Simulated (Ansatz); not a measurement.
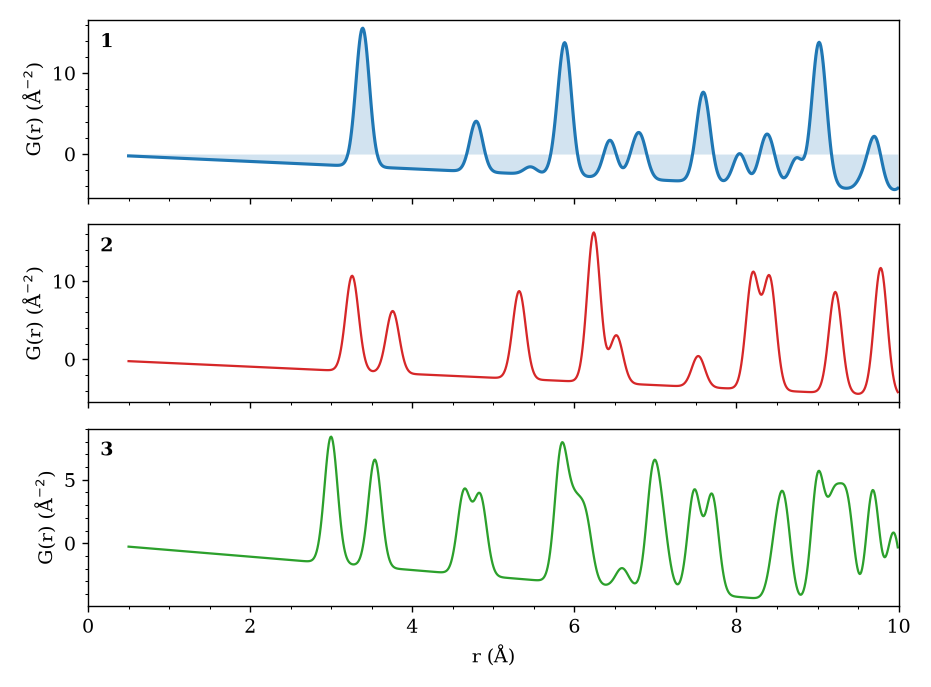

Each curve is a calculated X-ray PDF: distances of the static structure, each pair weighted by the product of the atomic numbers (X-ray weights at Q = 0), broadened by Gaussians with σ = 0.08 Å. No termination ripples are included.

Candidate structures:

A. 
```
Hg
1.0
     3.54486    0.00000    0.00000
    -1.77243    3.06994    0.00000
     0.00000    0.00000    6.58645
Hg
3
Direct
  0.00000 0.00000 0.00000
  0.66667 0.33333 0.33333
  0.33333 0.66667 0.66667
```

B. 
```
CELL_PARAMETERS angstrom
3.41146 0.00000 0.00000
-1.70573 2.95441 0.00000
0.00000 0.00000 10.91797
ATOMIC_POSITIONS crystal
Hg 0.00000 0.00000 0.00000
Hg 0.00000 0.00000 0.50000
Hg 0.33333 0.66667 0.25000
Hg 0.66667 0.33333 0.75000
```

C. 
```
Hg
1.0
     3.76314    0.00000    0.00000
     0.00000    3.76314    0.00000
     0.00000    0.00000    3.76314
Hg
2
Direct
  0.00000 0.00000 0.00000
  0.50000 0.50000 0.50000
```

Origins: A, the input geometry of an electronic-structure calculation (not necessarily at equilibrium); B, the input geometry of an electronic-structure calculation (not necessarily at equilibrium); the starting structure was generated, so it need not be a known form of this composition; C, the input geometry of an electronic-structure calculation (not necessarily at equilibrium); the starting structure was generated, so it need not be a known form of this composition.

Q: Which PDF belongs to which candidate?

A: curve 1 is B (Hg, first clear peaks at 3.39 Å (Hg–Hg) and 4.79 Å (Hg–Hg)); curve 2 is C (Hg, first clear peaks at 3.26 Å (Hg–Hg) and 3.76 Å (Hg–Hg)); curve 3 is A (Hg, first clear peaks at 3.00 Å (Hg–Hg) and 3.54 Å (Hg–Hg)).
